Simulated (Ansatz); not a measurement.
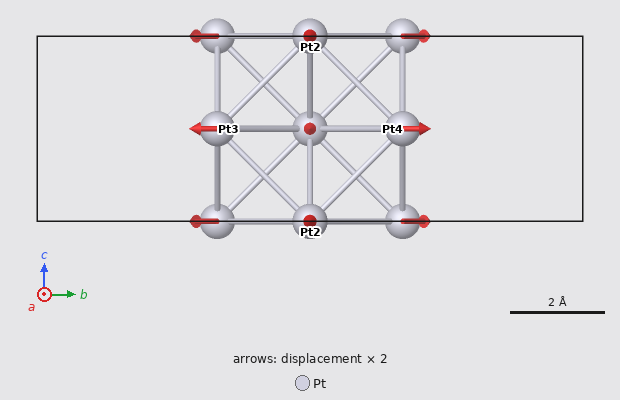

A relaxation of a wire of composition Pt. The starting structure is drawn; red arrows show the displacements (the part carried along by the change of the cell is left out), magnified 2 times.

A ball-and-stick model of the cell of the calculation, with the vacuum cut short, seen along the a axis.

Case: wire along [0 0 1], 7 atoms a period.

The calculation used DFT PBE, scalar-relativistic, plane waves, PAW (Ansatz).

The input:
```yaml
crystal:
  lattice:
    - [13.0, 0.0, 0.0]
    - [0.0, 13.3, 0.0]
    - [0.0, 0.0, 3.9701139589]
  atoms:
    - { symbol: Pt, position: [0.3473033093, 0.5, 0.0] }
    - { symbol: Pt, position: [0.6526966907, 0.5, 0.0] }
    - { symbol: Pt, position: [0.6526966907, 0.3507475955, 0.5] }
    - { symbol: Pt, position: [0.6526966907, 0.6492524045, 0.5] }
    - { symbol: Pt, position: [0.5, 0.5, 0.5] }
    - { symbol: Pt, position: [0.5, 0.3507475955, 0.0] }
    - { symbol: Pt, position: [0.5, 0.6492524045, 0.0] }
basis:
  ecutwfc: 420
kpoints:
  mp_grid: { grid: [1, 1, 14] }
hamiltonian:
  xc: pbe
scf:
  occupations: { method: gaussian, width: 0.05 }
output:
  forces: true
  stress: true
  eigenvalues: true
  populations: true
  write_density: true
  write_potential: true
  elf: true
  volumetric_format: npy
relax:
  adjacent_minimum: "off"
  f_tol: 0.02
  max_steps: 45
  cell: { fix: [a, b, alpha, beta, gamma], stress_tol: 0.03 }
```

Run as
```bash
ansatz run input.yaml --threads 4 --pin off --max-ram 11264MiB --backend cpu --events-out ev --progress --plain --runs-dir out
```

Question: Describe the change and its energy.

Answer: Over 14 accepted moves (16 points after the start) the energy falls by 3.906 eV per cell of the calculation. Largest force component: 2.1 eV/Å at the start, 0.0069 eV/Å at the end. The line search rejected the trial step at point 11 of the run. The SCF was repeated once at an unchanged geometry on a basis and grid sized afresh for the cell, which shifted the energy by 10.6 meV per cell of the calculation at most. The largest move relative to the centre of the atoms is that of Pt2, 0.63 Å. Along the periodic axis the drawn cell goes c 3.970 → 2.637 Å (−33.6 %). Some distances before and after: Pt1–Pt1 3.970 → 2.637 Å, Pt2–Pt6 2.807 → 3.763 Å, Pt1–Pt5 2.807 → 2.656 Å, Pt3–Pt5 2.807 → 2.946 Å. Bond angles that change, for instance: Pt5–Pt2–Pt5 90.0° → 56.7°, Pt3–Pt2–Pt3 90.0° → 58.3°, Pt5–Pt6–Pt5 90.0° → 58.6°.

Limits of the set-up: the k-point mesh is coarse for a cell with partly filled bands.
